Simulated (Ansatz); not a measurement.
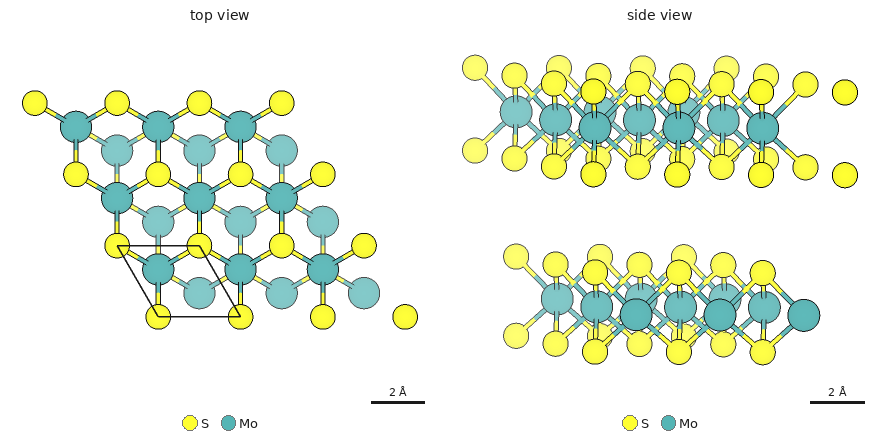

MoS2(001) (R3m bulk, 6 atomic planes (those closer than 0.6 Å count as one), 10 Å, S-terminated), seen from above and from the side.

Theory: DFT PBE, scalar-relativistic, plane waves, PAW (Ansatz 0.2.0). Cutoff 420 eV, 18 × 18 k-points, Gaussian smearing 0.05 eV, dipole correction. The slab is a cut without reconstruction beyond its cell, at the source's lattice constants, with its lower half held fixed and the rest relaxed. Relaxation changes the spacing of inner planes by up to 26 %, all the same way; the held half keeps the source's spacing. No spin polarisation (the relaxation was started with spin and lost its moment; a magnetic state may still lie lower).

Model: Tersoff–Hamann, s-wave tip, no tip–sample forces. Zero bias is put in the middle of the gap by convention. Bias windows are sharp sums over the levels of the k mesh.

```
CELL_PARAMETERS angstrom
3.16300 0.00000 0.00000
-1.58150 2.73924 0.00000
0.00000 0.00000 29.12682
ATOMIC_POSITIONS crystal
S 0.33333 0.66667 0.34333
Mo 0.66667 0.33333 0.39490
S 0.33333 0.66667 0.44644
S 0.00000 0.00000 0.58094
Mo 0.33333 0.66667 0.63485
S 0.00000 0.00000 0.68874
```

The last single point, restarted from the relaxation's density, took 56 s on 1 thread of AMD EPYC 7R43 64-Core Processor (Zen 3), with other jobs on the host, peak memory 0.66 GiB.

### Predict the constant-current image at a set point of 2.2 × 10⁻⁶ e/Å³ at −2.60 V.

The brightest spots lie over the top S atoms; the darkest points are over the sites above the Mo atoms 1.6 Å below the top plane. The corrugation is 8 pm at a mean tip height of 4.5 Å. So weak a contrast (8 pm) depends on the k-mesh and on the tip.

The computed image, with the atoms seen from above drawn over one corner (deeper ones smaller):

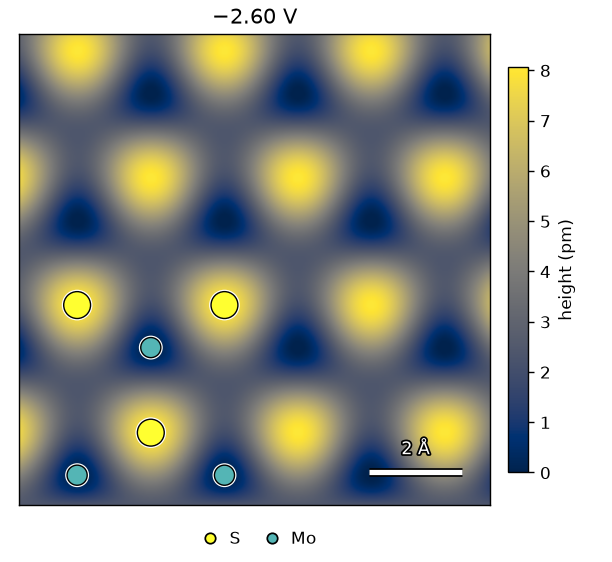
